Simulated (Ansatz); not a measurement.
## LaBi (model cell, started as CsCl type): a soft mode frozen in

Aim: this structure of LaBi (model cell, started as CsCl type) is to be tested for unstable modes, and one is followed downhill.

Program: Ansatz 0.2.0. Level of theory: DFT PBEsol, scalar-relativistic, plane waves, PAW. Results are calculated unless marked as measured.

The structure was built from a prototype and need not be the compound's stable phase.

## (1) The starting structure

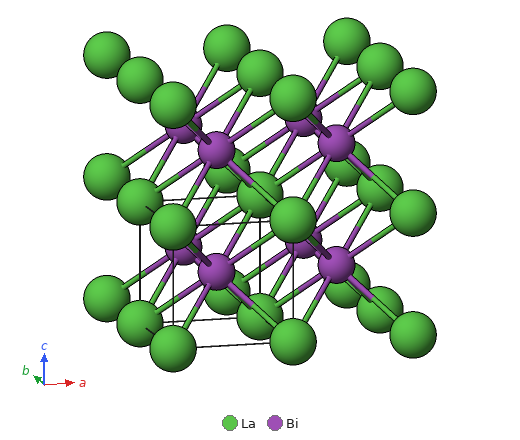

Start, viewed slightly off an axis; lanthanum green, bismuth purple. 2×2×2 cells are drawn. Some periodic images of atoms are drawn too.

As a file:

```cif
data_structure
_symmetry_space_group_name_H-M 'Pm-3m'
_symmetry_Int_Tables_number 221
_cell_length_a 3.9811
_cell_length_b 3.9811
_cell_length_c 3.9811
_cell_angle_alpha 90.000
_cell_angle_beta 90.000
_cell_angle_gamma 90.000
_cell_volume 63.10
loop_
_atom_site_label
_atom_site_type_symbol
_atom_site_symmetry_multiplicity
_atom_site_Wyckoff_symbol
_atom_site_fract_x
_atom_site_fract_y
_atom_site_fract_z
_atom_site_occupancy
La1 La 1 a 0.00000 0.00000 0.00000 1
Bi1 Bi 1 b 0.50000 0.50000 0.50000 1
```

## (2) The dispersion

The cell comes from relaxations at this level that are not shown. Stability and thermal properties need the whole zone. Linear response on a 4×4×4 q mesh gives force constants as far as a supercell of that size would.

Contents of input.yaml:

```yaml
crystal:
  lattice:
    - [3.9810793579, 0.0, 0.0]
    - [0.0, 3.9810793579, 0.0]
    - [0.0, 0.0, 3.9810793579]
  atoms:
    - { symbol: La, position: [0.0, 0.0, 0.0] }
    - { symbol: Bi, position: [0.5, 0.5, 0.5] }
kpoints:
  mp_grid: { grid: [12, 12, 12] }
hamiltonian:
  xc: pbesol
scf:
  occupations: { method: methfessel_paxton, width: 0.15 }
output:
  eigenvalues: true
phonons:
  method: dfpt
  qmesh: [4, 4, 4]
  temperatures: { t_max: 1000, t_step: 50 }
  qpath:
    path:
      - [[0.0, 0.0, 0.0], [0.0, 0.5, 0.0], [0.5, 0.5, 0.0], [0.0, 0.0, 0.0], [0.5, 0.5, 0.5], [0.0, 0.5, 0.0]]
      - [[0.5, 0.5, 0.5], [0.5, 0.5, 0.0]]
    npoints: 10
```

Command:

```sh
> ansatz run input.yaml --threads 4 --pin off --max-ram 7168MiB --backend cpu --events-out ev --progress --plain --runs-dir out
```

Numbers of over 12 decimals in the logs are rounded to 6 here.

What it wrote:

```text
Engine: ansatz 0.2.0, aarch64-unknown-linux-gnu
Pseudopotentials: kind: paw
Pseudopotential: La, paw, valence charge 11, recommended cutoff 420 eV (normal), La.paw.azcp
Pseudopotential: Bi, paw, valence charge 15, recommended cutoff 420 eV (normal), Bi.paw.azcp
Functional definition: PBEsol
  exchange = pbesol_x
  correlation = pbesol_c
Crystal: 2 atoms, lattice volume = 63.096 Å³
Basis set: ecut = 420 eV, 1237 PW (Γ), exchange–correlation on 54×54×54 points (8 copies of the dense FFT grid, shifted against one another)
Bands: 17, of which v1, the nominal top of the filled ones, is band 13 counted from 1 (12 counted from 0)
Symmetry: 48 space group operations
k-points: 84 of 1728
Non-local potential: La, projectors of the file, l = 0: 3, l = 1: 2, l = 2: 2, l = 3: 3
Non-local potential: Bi, projectors of the file, l = 0: 2, l = 1: 2, l = 2: 2, l = 3: 2
PAW form: soft (Blöchl's): semilocal exchange-correlation on the pseudo side does not see the compensation charge
PAW frozen core: La, regenerated for the run's functional, and the local potential with it (the file was generated under x = pbe(κ = 0.804, μ = 0.219515), c = pbe(β = 0.066725))
PAW frozen core: Bi, regenerated for the run's functional, and the local potential with it (the file was generated under x = pbe(κ = 0.804, μ = 0.219515), c = pbe(β = 0.066725))
PAW one-centre angular grid: La, 590 points (default); XC on 64 Gauss nodes
PAW one-centre angular grid: Bi, 590 points (default); XC on 64 Gauss nodes
Initial density: superposition of atomic densities (neutral atoms: chi_scale 0, normalization atom), corrected by the library's trained network
Initial wavefunctions: pseudopotential atomic-orbital guess
Functional: x = pbesol(κ = 0.804, μ = 0.123457), c = pbesol(β = 0.046)
SCF iter   1: F=—  HF=-18405.011256 eV  |F-HF|=—  |Δ(HF+E_count)|=         —  Δρ=7.38e-3  dr2=6.63e-2  ethr=1.77e-3  ⟨swp⟩=4.1  Hψ=5948  notcnv=0
preconditioner: auto → Kerker (q_TF=auto, 2.354 Å⁻¹)  [metal: Δε(μ)=0.012 eV  Ē_g=16.039 eV  σ=0.150 eV  W_gap=0.07  n_scr=18 (ndim 8)  ℏωp=22.9 eV  f_vac=0.000  D(μ)=1.92/eV (n_scr^D=18)]
SCF iter   2: F=—  HF=-18405.001683 eV  |F-HF|=—  |Δ(HF+E_count)|=   9.57e-3  S|Δr|=    0.00e0  Δρ=4.24e-3  dr2=2.02e-2  ethr=2.55e-4  ⟨swp⟩=1.0  Hψ=2101  notcnv=0
SCF iter   3: F=—  HF=-18404.998028 eV  |F-HF|=—  |Δ(HF+E_count)|=   3.66e-3  S|Δr|=    0.00e0  Δρ=7.63e-4  dr2=3.97e-4  ethr=7.78e-5  ⟨swp⟩=2.0  Hψ=2133  notcnv=0
SCF iter   4: F=—  HF=-18404.998014 eV  |F-HF|=—  |Δ(HF+E_count)|=   1.37e-5  S|Δr|=    0.00e0  Δρ=2.32e-4  dr2=3.15e-5  ethr=1.53e-6  ⟨swp⟩=2.0  Hψ=2458  notcnv=0
SCF iter   5: F=—  HF=-18404.998020 eV  |F-HF|=—  |Δ(HF+E_count)|=   6.48e-6  S|Δr|=    0.00e0  Δρ=4.31e-5  dr2=1.13e-6  ethr=1.21e-7  ⟨swp⟩=2.0  Hψ=1617  notcnv=0
SCF iter   6: F=—  HF=-18404.998026 eV  |F-HF|=—  |Δ(HF+E_count)|=   5.79e-6  S|Δr|=    0.00e0  Δρ=7.14e-6  dr2=2.38e-8  ethr=4.35e-9  ⟨swp⟩=2.4  Hψ=2483  notcnv=0
SCF iter   7: F=—  HF=-18404.998026 eV  |F-HF|=—  |Δ(HF+E_count)|=   5.34e-9  S|Δr|=    0.00e0  Δρ=1.57e-6  dr2=1.04e-9  ethr=9.15e-11  ⟨swp⟩=2.1  Hψ=2378  notcnv=0
SCF iter   8: F=—  HF=-18404.998026 eV  |F-HF|=—  |Δ(HF+E_count)|=  2.91e-11  S|Δr|=    0.00e0  Δρ=3.76e-7  dr2=5.12e-11  ethr=4.01e-12  ⟨swp⟩=2.1  Hψ=2456  notcnv=0
SCF iter   9: F=-18404.998026 eV  HF=-18404.998026 eV  |F-HF|=3.64e-12  |Δ(HF+E_count)|=  2.55e-11  S|Δr|=    0.00e0  Δρ=6.75e-8  dr2=2.34e-12  ethr=1.00e-12  ⟨swp⟩=6.5  Hψ=7609  notcnv=0
SCF 1 converged in 9 iterations: F = -18404.998026 eV  dr2 = 2.34e-12
  greatest PAW one-centre occupation: 0.987 electrons in one spin orbital (limit 2), on the Bi atom at site 1 (counted from 0), in its partial waves of l = 2
Initial density: read from a saved state, or passed on in memory by an earlier SCF of this step, an earlier step, the calling program or the single point that the run made first
iter 1 solved again at ethr=1.68e-7 eV; its pass at ethr=3.10e-3 eV (dr2=4.36e-5 eV) is discarded
SCF iter   1: F=—  HF=-18404.998022 eV  |F-HF|=—  |Δ(HF+E_count)|=         —  Δρ=1.12e-6  dr2=7.35e-10  ethr=1.68e-7  ⟨swp⟩=3.7  Hψ=10999  notcnv=0
eigensolver tolerance schedule: the retry pair's looser diagonalisation over-reported the residual by 59331.27 of it (diagonalisation noise at an unbounded share of the residual, at the tolerance the schedule requests for it); recorded, not acted on — ethr = c·dr2/N_el stays at c = 1.0e-1
preconditioner: auto → Kerker (q_TF=auto, 2.354 Å⁻¹)  [metal: Δε(μ)=0.039 eV  Ē_g=15.925 eV  σ=0.150 eV  W_gap=0.22  n_scr=18 (ndim 8)  ℏωp=22.9 eV  f_vac=0.000  D(μ)=2.07/eV (n_scr^D=18)]
SCF iter   2: F=—  HF=-18404.998026 eV  |F-HF|=—  |Δ(HF+E_count)|=   3.72e-6  S|Δr|=    0.00e0  Δρ=5.55e-7  dr2=1.61e-10  ethr=2.83e-12  ⟨swp⟩=4.0  Hψ=4649  notcnv=0
SCF iter   3: F=—  HF=-18404.998026 eV  |F-HF|=—  |Δ(HF+E_count)|=  2.55e-11  S|Δr|=    0.00e0  Δρ=3.64e-7  dr2=7.17e-11  ethr=1.00e-12  ⟨swp⟩=1.0  Hψ=1428  notcnv=0
SCF iter   4: F=—  HF=-18404.998026 eV  |F-HF|=—  |Δ(HF+E_count)|=  2.18e-11  S|Δr|=    0.00e0  Δρ=1.79e-7  dr2=1.96e-11  ethr=1.00e-12  ⟨swp⟩=1.0  Hψ=1428  notcnv=0
SCF iter   5: F=-18404.998026 eV  HF=-18404.998026 eV  |F-HF|=3.64e-12  |Δ(HF+E_count)|=    0.00e0  S|Δr|=    0.00e0  Δρ=1.00e-7  dr2=5.90e-12  ethr=1.00e-12  ⟨swp⟩=2.3  Hψ=2914  notcnv=0
SCF 2 converged in 5 iterations: F = -18404.998026 eV  dr2 = 5.90e-12
phonons: the bands overlap, so this run is a metal and interpolates without the dipole-dipole term. If the crystal is really an insulator or semiconductor, its LO-TO splitting is missing
NSCF: frozen V_eff on 84 k-points
WARN: eigensolver did not converge in 14 slots of this pass, the one above among them; of largest residual over every band (k=78): 1 band(s) unlocked (lowest unlocked band 16, counted from 0; max residual 1.19e-2 eV among the unlocked bands, 1.19e-2 eV over every band); of lowest unlocked band (k=8): band 16
NSCF: frozen V_eff on 196 k-points
DFPT response loops at q = (0, 0, 0) (fractional): preconditioner auto → Kerker (q_TF=auto, 2.354 Å⁻¹) (partly filled bands, converged f_vac=0.000); β = 1.00, the filter's whole step (`scf.mixing.beta` (0.50) is not read by the response loops under this deck's `scf.mixing.preconditioner`; to damp them name `kerker` or `kerker_dos`, under which they read `scf.mixing.beta`, and type it under 1.00, their step now; both keys bind the ground state too); Broyden in place of MSR1
NSCF: frozen V_eff on 1176 k-points
DFPT response loops at q = (0, 0, 0.25) (fractional): mixed as the last ones told, above
NSCF: frozen V_eff on 686 k-points
DFPT response loops at q = (0, 0, -0.5) (fractional): mixed as the last ones told, above
NSCF: frozen V_eff on 2016 k-points
DFPT response loops at q = (0, 0.25, 0.25) (fractional): mixed as the last ones told, above
NSCF: frozen V_eff on 1176 k-points
DFPT response loops at q = (0, 0.25, -0.5) (fractional): mixed as the last ones told, above
NSCF: frozen V_eff on 686 k-points
DFPT response loops at q = (0, -0.5, -0.5) (fractional): mixed as the last ones told, above
NSCF: frozen V_eff on 1872 k-points
DFPT response loops at q = (0.25, 0.25, 0.25) (fractional): mixed as the last ones told, above
NSCF: frozen V_eff on 2016 k-points
DFPT response loops at q = (0.25, 0.25, -0.5) (fractional): mixed as the last ones told, above
NSCF: frozen V_eff on 1176 k-points
DFPT response loops at q = (0.25, -0.5, -0.5) (fractional): mixed as the last ones told, above
NSCF: frozen V_eff on 392 k-points
DFPT response loops at q = (-0.5, -0.5, -0.5) (fractional): mixed as the last ones told, above
SCF converged after 9 iterations
Stability not checked: this state was not tested for a lower state beside it, because cold or Methfessel-Paxton smearing, or corrected tetrahedra, fill the levels in a way that the test cannot read (fill_not_monotonic; see scf.lower_state_search)
Free energy (F): -18404.998026 eV
Harris-Foulkes:  -18404.998026 eV  (|F-HF|=3.64e-12)
Internal energy: -18404.998155 eV  (E = F + TS)
E sigma→0 (E₀):  -18404.998058 eV
Entropy (-TS):   0.000128 eV (0.064 meV/atom)
Fermi energy:    12.199383 eV
--- Per-component energies (eV) ---
  E_band       = -98.264932
  E_kinetic    = 497.069757
  E_local      = -1748.013287  (includes V_loc(G=0)·N_el)
  E_nonlocal   = 657.957438
  E_hartree    = 570.008206
  E_xc         = -288.498804
  E_vxc        = -291.499336  (∫ρ·V_xc dr)
  E_paw        = -15839.754759  (= ΣΔE_a)
  E_vpaw       = -353.795436  (= ΣTr[D̂ρ^β])
  E_aug_tail   = -0.000461  (compensation charges beyond the density's cutoff)
  E_ewald      = -2254.025507
  E_core_change = 0.259262  (= ΣΔE_core)
  E_smearing   = 0.000128  (= −TS)
  E_closure    = -0.000000  (closes the sum)
  Σ components = -18404.998026   (vs F -18404.998026, Δ=0.00e0)
--- Band table (eV; the first three rows and the last of 84) ---
  k-point 0: bands = [... 9 lower, 1.0295, 11.5210, 11.5210, 12.5519, 12.5519, 12.5519, 13.9092, 13.9092]
  k-point 1: bands = [... 9 lower, 1.1017, 11.2816, 11.5506, 12.4750, 12.4783, 12.4783, 13.8957, 13.9099]
  k-point 2: bands = [... 9 lower, 1.3016, 10.4998, 11.6356, 12.2752, 12.2752, 12.7088, 13.8552, 13.9139]
  k-point 83: bands = [... 9 lower, 2.8166, 8.5926, 8.5926, 8.5926, 13.9207, 13.9207, 13.9207, 14.1582]
--- Phonons (Γ-DFPT): 2 representative perturbations + reference (Σ response iterations 6) ---
  ASR residual: 4.728e-5 → 0.000e0 eV/Å²; symmetrization residual: 1.958e-5 eV/Å²
  ASR residual per site (eV/Å²): 2.05e-5 4.73e-5
  Γ frequencies (cm⁻¹): 0.00 0.00 0.00 79.62 79.62 79.62
--- Phonons (arbitrary-q DFPT): 10 irreducible q on the 4×4×4 mesh ---
  q = [0.0000, 0.0000, 0.0000] (star 1, of the zone-centre solve; hermiticity 2.01e-5, symmetrization 6.82e-12): -0.00 0.00 0.00 79.62 79.62 79.62
  q = [0.0000, 0.0000, 0.2500] (star 6, 4 solved perturbations in 1848 linear systems a pass and spin channel, the states on 588 of 1728 k-point pairs; hermiticity 1.02e-5, symmetrization 8.81e-13): -29.69 -29.69 55.97 68.90 68.90 88.62
  q = [0.0000, 0.0000, -0.5000] (star 3, 4 solved perturbations in 1078 linear systems a pass and spin channel, the states on 343 of 1728 k-point pairs; hermiticity 1.01e-13, symmetrization 4.82e-13): -53.79 -53.79 58.91 58.91 83.26 86.10
  q = [0.0000, 0.2500, 0.2500] (star 12, 4 solved perturbations in 3108 linear systems a pass and spin channel, the states on 1008 of 1728 k-point pairs; hermiticity 6.74e-6, symmetrization 5.51e-13): -40.98 35.57 59.91 68.53 75.17 102.25
  q = [0.0000, 0.2500, -0.5000] (star 12, 6 solved perturbations on 588 of 1728 k-point pairs; hermiticity 3.23e-6, symmetrization 2.70e-14): -42.94 48.17 53.84 56.24 94.86 106.41
  q = [0.0000, -0.5000, -0.5000] (star 3, 4 solved perturbations in 1078 linear systems a pass and spin channel, the states on 343 of 1728 k-point pairs; hermiticity 5.58e-6, symmetrization 8.93e-13): -53.23 35.44 50.38 50.38 117.94 117.94
  q = [0.2500, 0.2500, 0.2500] (star 8, 2 solved perturbations on 936 of 1728 k-point pairs; hermiticity 2.18e-6, symmetrization 4.54e-13): 42.94 42.94 57.22 79.92 90.67 90.67
  q = [0.2500, 0.2500, -0.5000] (star 12, 4 solved perturbations in 3108 linear systems a pass and spin channel, the states on 1008 of 1728 k-point pairs; hermiticity 2.02e-6, symmetrization 8.22e-13): 44.88 48.66 55.20 70.70 96.35 108.33
  q = [0.2500, -0.5000, -0.5000] (star 6, 4 solved perturbations in 1848 linear systems a pass and spin channel, the states on 588 of 1728 k-point pairs; hermiticity 4.51e-6, symmetrization 2.95e-13): 55.89 55.89 58.91 60.81 105.28 105.28
  q = [-0.5000, -0.5000, -0.5000] (star 1, 2 solved perturbations on 196 of 1728 k-point pairs; hermiticity 3.54e-13, symmetrization 1.33e-12): 75.30 75.30 75.30 84.99 84.99 84.99
  sum rule: each row above includes the acoustic sum rule's correction from the zone centre's row sums; it moved no ω² by more than (0.25 cm⁻¹)²
  mesh force constants: q→R imaginary residual 3.34e-18; ASR residual 4.728e-5 → 0.000e0 eV/Å²; symmetrization residual 3.109e-15 eV/Å²
  interpolated dispersion: 62 rows × 6 modes
  density of states and harmonic sums: on the 16×16×16 q-mesh, interpolated from the force constants of a 4×4×4 supercell (no non-analytic term)
  largest difference from the sums on the solved wave vectors: F 7.57e-3 eV, S 1.54e-5 and C_V 7.82e-6 eV/K
  zero-point energy: 0.022547 eV/cell   skipped modes (ω ≤ 0): 142, of them read as no rigid motion or as one in doubt: 139 (8.401e-1 modes/cell left out, lowest -53.79 cm⁻¹)   left out of the sums: 1.40e-1 of the cell's modes: C_V's classical limit lies that fraction below 3 k_B per atom; for a crystal, a wire or a layer, F and S can be off by more, and a phonons.interpolated_qmesh denser along its periods is the remedy for the sampling
```

It took 8.3 min on 4 threads of Arm Neoverse V2, shared host; peak memory 3.1 GiB.

This step gave:

```yaml
volume_per_atom: 31.55 Å³
gap_on_the_k_mesh: 0 eV
sum_rule_residual_before_enforcement: 4.73e-5 eV/Å²
lowest_frequency_on_the_path: -53.79 cm⁻¹
point_group: m-3m
highest_frequency_on_the_path_or_at_a_solved_wavevector: 117.9 cm⁻¹
highest_optical_mode_at_the_zone_centre_no_lo_to_term: 79.62 cm⁻¹
lowest_optical_zone_centre_mode: 79.62 cm⁻¹
lowest_mode_on_the_q_mesh_acoustic_modes_at_gamma_apart: -53.79 cm⁻¹
```

Frequencies (cm⁻¹) solved at each irreducible wavevector; negative means imaginary. Frequencies by wavevector, by row:

```
q in reciprocal lattice units  star  mode 1  mode 2  mode 3  mode 4  mode 5  mode 6
                        0 0 0     1       0       0       0    79.6    79.6    79.6
                     0 0 0.25     6   -29.7   -29.7      56    68.9    68.9    88.6
                     0 0 -0.5     3   -53.8   -53.8    58.9    58.9    83.3    86.1
                  0 0.25 0.25    12     -41    35.6    59.9    68.5    75.2   102.2
                  0 0.25 -0.5    12   -42.9    48.2    53.8    56.2    94.9   106.4
                  0 -0.5 -0.5     3   -53.2    35.4    50.4    50.4   117.9   117.9
               0.25 0.25 0.25     8    42.9    42.9    57.2    79.9    90.7    90.7
               0.25 0.25 -0.5    12    44.9    48.7    55.2    70.7    96.3   108.3
               0.25 -0.5 -0.5     6    55.9    55.9    58.9    60.8   105.3   105.3
               -0.5 -0.5 -0.5     1    75.3    75.3    75.3      85      85      85
```

Interpolated from a 4×4×4 q mesh. The phonon branches at the labelled points (cm⁻¹):

```
    point  branch 1  branch 2  branch 3  branch 4  branch 5  branch 6
        Γ         0         0         0        80        80        80
        X       -54       -54        59        59        83        86
        M       -53        35        50        50       118       118
        Γ         0         0         0        80        80        80
        R        75        75        75        85        85        85
        X       -54       -54        59        59        83        86
jump to R        75        75        75        85        85        85
        M       -53        35        50        50       118       118
```

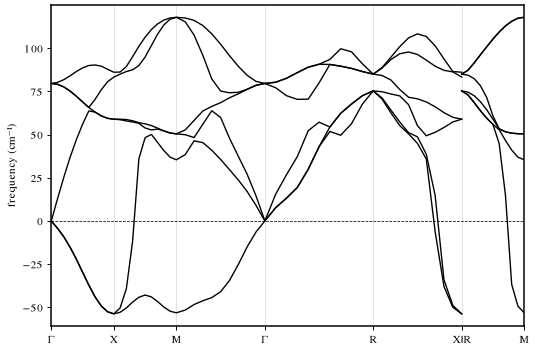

Phonon branches along the path.

Symmetry leaves 10 wavevectors to solve. The lowest mode among them, the acoustic zeros apart, lies at q = (0, 0, -0.5) and is imaginary, 53.8i cm⁻¹, so the energy falls along it.

## (3) The mode frozen in, largest atomic shift 0 Å

The mode followed lies at q = (0, 0, -0.5) with frequency 53.8i cm⁻¹ and is 2-fold degenerate, the softest among the wavevectors solved. At small amplitude the distorted cell has space group no. 63 by a symmetry search on the positions. The undistorted cell that holds it gives the zero of energy on the same k mesh.

System of this step: LaBi (model cell, started as CsCl type). It takes space group Pm-3m (No. 221, cubic). Conventional cell: a = 3.981 Å, b = 3.981 Å, c = 3.981 Å, α = 90.00°, β = 90.00°, γ = 90.00°. Nearest to La lie 8 Bi at 3.45 Å. Nearest to Bi lie 8 La at 3.45 Å. Farther neighbours are not listed.

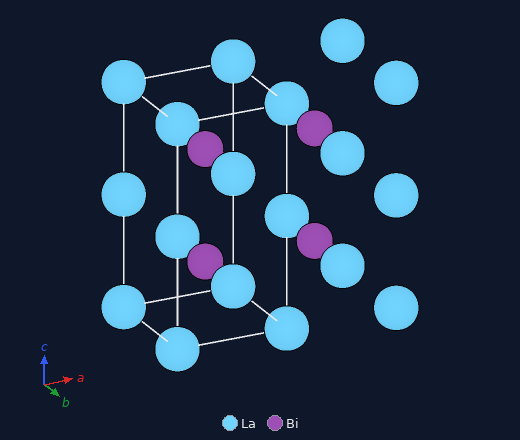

The cell of this step (lanthanum blue, bismuth purple). 2×1×1 cells are drawn. Some periodic images of atoms are drawn too.

Contents of input.yaml:

```yaml
crystal:
  lattice:
    - [3.9810793579, 0.0, 0.0]
    - [0.0, 3.9810793579, 0.0]
    - [0.0, 0.0, 7.9621587158]
  atoms:
    - { symbol: La, position: [0.0, 0.0, 0.0] }
    - { symbol: La, position: [0.0, 0.0, 0.5] }
    - { symbol: Bi, position: [0.5, 0.5, 0.25] }
    - { symbol: Bi, position: [0.5, 0.5, 0.75] }
kpoints:
  mp_grid: { grid: [10, 10, 6] }
hamiltonian:
  xc: pbesol
scf:
  occupations: { method: methfessel_paxton, width: 0.15 }
output:
  forces: true
  stress: true
  eigenvalues: true
```

What it wrote:

```text
[...]
Crystal: 4 atoms, lattice volume = 126.192 Å³
Basis set: ecut = 420 eV, 2475 PW (Γ), exchange–correlation on 54×54×108 points (8 copies of the dense FFT grid, shifted against one another)
Bands: 32, of which v1, the nominal top of the filled ones, is band 26 counted from 1 (25 counted from 0)
Symmetry: 32 space group operations
[...]
k-points: 84 of 600
[...]
k-point 0: bands = [... 22 lower, 11.5064, 11.5198, 11.5203, 12.0821, 12.5546, 12.5558, 12.5558, 13.5995, ... 2 higher]
  k-point 1: bands = [... 22 lower, 11.5494, 11.5698, 11.5698, 12.0319, 12.4771, 12.4820, 12.4820, 13.6329, ... 2 higher]
  k-point 2: bands = [... 22 lower, 11.6344, 11.7486, 11.7486, 11.9083, 12.2785, 12.2785, 12.7104, 13.6024, ... 2 higher]
  k-point 83: bands = [... 22 lower, 9.2350, 9.2350, 10.2204, 10.2204, 13.2509, 13.2509, 13.8899, 13.8899, ... 2 higher]
[key lines of the parts left out:]
SCF converged after 6 iterations
Free energy (F): -36809.989687 eV
Fermi energy:    12.197171 eV
P = ⅓ Tr σ = 0.0440 GPa (0.440 kbar)
```

Elapsed: 5.1 s, on 4 threads; peak memory 0.58 GiB.

This step gave:

```yaml
pressure: 0.04396 GPa
energy_from_the_undistorted_cell: 0 meV/atom
```

The run ends at a pressure of 0.04 GPa.

## (4) The mode frozen in, largest atomic shift 0.22 Å

The atoms are moved along the unstable eigenvector, the largest shift by 0.22 Å, with the cell fixed.

input.yaml, the sections that differ from step 3:

```yaml
crystal:
  lattice:
    - [3.9810793579, 0.0, 0.0]
    - [0.0, 3.9810793579, 0.0]
    - [0.0, 0.0, 7.9621587158]
  atoms:
    - { symbol: La, position: [0.0390757073, 0.0390757073, 0.0] }
    - { symbol: La, position: [-0.0390757073, -0.0390757073, 0.5] }
    - { symbol: Bi, position: [0.5, 0.5, 0.25] }
    - { symbol: Bi, position: [0.5, 0.5, 0.75] }
# kpoints, hamiltonian, scf, output: as in step 3
```

What it wrote:

```text
[...]
Crystal: 4 atoms, lattice volume = 126.192 Å³
Basis set: ecut = 420 eV, 2475 PW (Γ), exchange–correlation on 54×54×108 points (8 copies of the dense FFT grid, shifted against one another)
Bands: 32, of which v1, the nominal top of the filled ones, is band 26 counted from 1 (25 counted from 0)
Symmetry: 8 space group operations
[...]
k-points: 124 of 600
[...]
k-point 0: bands = [... 22 lower, 11.5456, 11.5548, 11.5834, 11.6596, 12.5276, 12.5320, 12.9869, 13.6211, ... 2 higher]
  k-point 1: bands = [... 22 lower, 11.4511, 11.5997, 11.6297, 11.7394, 12.4396, 12.4975, 12.8983, 13.6611, ... 2 higher]
  k-point 2: bands = [... 22 lower, 11.4339, 11.5569, 11.7066, 12.0117, 12.2097, 12.6604, 12.7895, 13.6377, ... 2 higher]
  k-point 123: bands = [... 22 lower, 9.2450, 9.2450, 10.1859, 10.1859, 13.2706, 13.2706, 13.9115, 13.9115, ... 2 higher]
[key lines of the parts left out:]
SCF converged after 6 iterations
Free energy (F): -36810.017401 eV
Fermi energy:    12.215369 eV
P = ⅓ Tr σ = 0.4979 GPa (4.979 kbar)
```

The job ended after 8.3 s (4 threads; peak memory 0.67 GiB).

This step gave:

```
pressure                         : 0.4979 GPa
energy from the undistorted cell : -7.145 meV/atom
```

The energy, extrapolated to zero smearing, is -7.14 meV/atom against the undistorted cell.

The run ends at a pressure of 0.50 GPa, with forces up to 0.014 eV/Å.

[end of part 1 of 3]

[Logs are printed without paths, hosts, clocks, repeated set-up lines and the standing remarks that a program may print on its own settings, such as how far it seeks lower states.]

[Hosts, paths, dates, database ids (printed as entryN), source tags and the programs' standing remarks are cut or masked in the printed files.]
